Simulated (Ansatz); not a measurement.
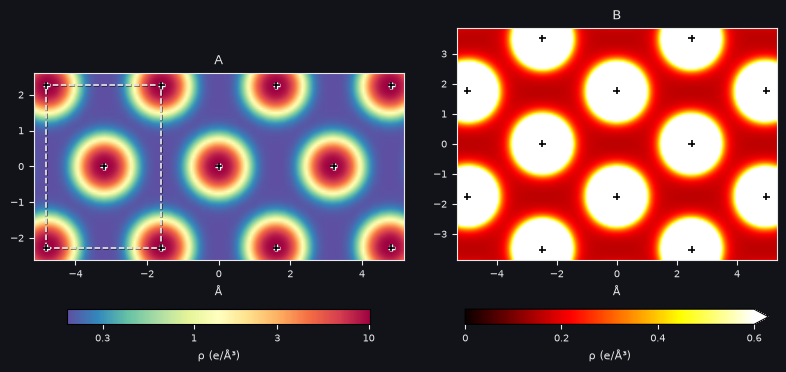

The valence electron density of 2 systems, each on a plane through atoms (crosses mark nuclei in the plane).

Level of theory: DFT PBEsol, scalar-relativistic, plane waves, PAW in Ansatz 0.2.0.

System 1: Ti, the (110) plane of the conventional cell. Space group Im-3m; computed without spin polarisation.

```
CELL_PARAMETERS angstrom
3.21023 0.00000 0.00000
0.00000 3.21023 0.00000
0.00000 0.00000 3.21023
ATOMIC_POSITIONS crystal
Ti 0.00000 0.00000 0.00000
Ti 0.50000 0.50000 0.50000
```

System 2: Zr, the (11̄0) plane of the calculation cell. Space group Im-3m.

Which map belongs to which system?

Answer. Panel A is system 1, Ti: the plane holds Ti. Ti–Ti (2.78 Å): the density is about 0.2 e/Å³ at the midpoint. Panel B is system 2, Zr: the plane holds Zr. Zr–Zr (3.05 Å): ρ is about 0.19 e/Å³ halfway.
